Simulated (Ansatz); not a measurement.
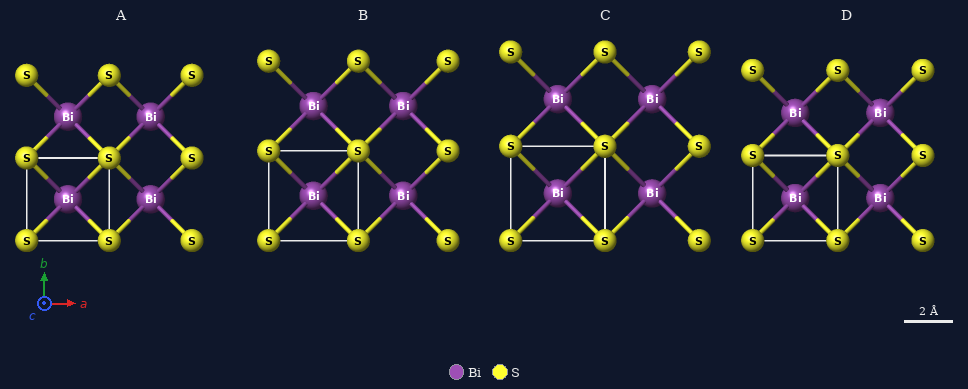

4 geometries from one relaxation of crystalline BiS (a generated structure, set up in Pm-3m), in shuffled order. Style: ball-and-stick. Shown: the cell of the calculation, repeated 2 × 2 × 1 with one cell outlined, along the c axis.

The run lets cell and atoms move.

Computed with Kohn-Sham DFT of a periodic cell, HSEsol, Ansatz PAW (Ansatz 0.2.0). Settings: plane-wave cutoff 420 eV; k-point mesh 4 × 4 × 4; occupations fermi-dirac; smearing width 0.05 eV; no spin polarisation; cell and atoms relaxed; force threshold 0.01 eV/Å; at most 40 steps.

**Order the frames from highest to lowest energy.**

C, B, D, A. They are steps 0, 1, 2, 6, at +1.344 eV per cell of the calculation, +0.572 eV per cell of the calculation, +79.6 meV per cell of the calculation relative to the last. No atom moves by more than 0.005 Å relative to the cell. The drawn cell changes as follows: a = b = c 4.003 → 3.507 Å (−12.4 %); the volume changes by −32.7 %. Among the contacts that change: Bi–S 3.467 → 3.037 Å. The space group stays Pm-3m (No. 221). Over 5 accepted moves (6 points after the start) the energy falls by 1.344 eV per cell of the calculation. All forces vanish by symmetry, so only the cell relaxes. The pressure goes from −14.54 to −0.01 GPa. The SCF was repeated once at an unchanged geometry on a basis and grid sized afresh for the cell, which shifted the energy by 2.4 meV per cell of the calculation at most. The run took 49 s on 1 × NVIDIA H100 80GB HBM3 with 2 threads of AMD EPYC 7R13 Processor (Zen 3), with other jobs on the host, peak memory 1.8 GiB.

Limits of the set-up: the k-point mesh is coarse for a cell with partly filled bands.
